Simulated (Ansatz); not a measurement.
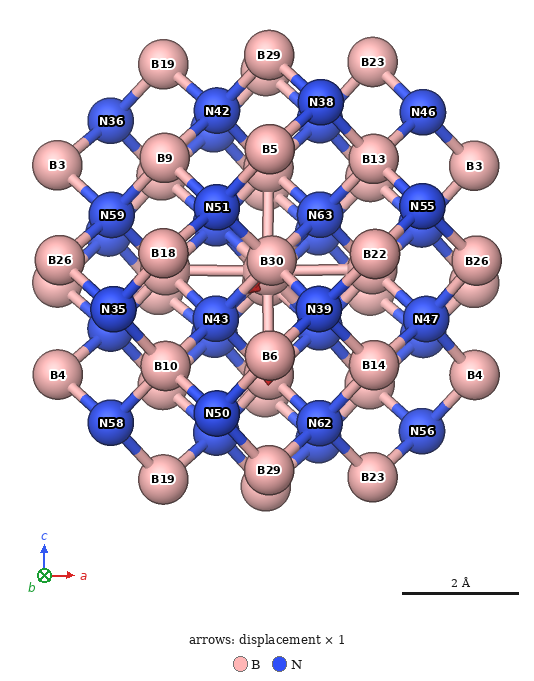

A relaxation of a defect cell of composition B33N32 (cell charge +2). The starting structure is drawn; red arrows show the displacements, at their true length.

Style: ball-and-stick. Shown: the atoms within 4.2 Å of the atom that moves most (axes of the cell of the calculation (origin shifted)), from a free direction.

These are results of DFT, PBEsol, PAW, plane waves in Ansatz 0.2.0, not measurements. Set-up: plane-wave cutoff 420 eV; k-point mesh 1 × 1 × 1; mesh shifted by (0.25, 0.25, 0.25); collinear spin; atoms relaxed in a fixed cell; force threshold 0.03 eV/Å; at most 80 steps.

Atoms of which element are displaced furthest, and by how much?

Boron: up to 0.64 Å, against 0.08 Å for nitrogen.

What happened in the run?

Over 12 geometry steps the energy falls by 5.279 eV per cell of the calculation. The largest force component goes from 6.6 to 0.024 eV/Å. The atom that moves furthest is a B atom (0.64 Å along [−1 1 −1]). By element the largest moves are B 0.64 Å, N 0.08 Å. The cell stays as it was. Some distances before and after: B–N 1.571 → 2.255 Å, B–B 1.788 → 2.314 Å, B–B 1.813 → 2.314 Å, B–B 1.842 → 2.321 Å. Bonds break: B–N (1.57 → 2.25 Å). Bond angles that change, for instance: B–B–N 125.3° → 170.4°, B–B–N 126.2° → 170.5°, B–B–N 126.4° → 170.5°.

Limits of the set-up: the periodic images lie only 7.2 Å apart, so the values are limited by the cell's size; the cell is charged, on a uniform background, and energies carry no finite-size correction.
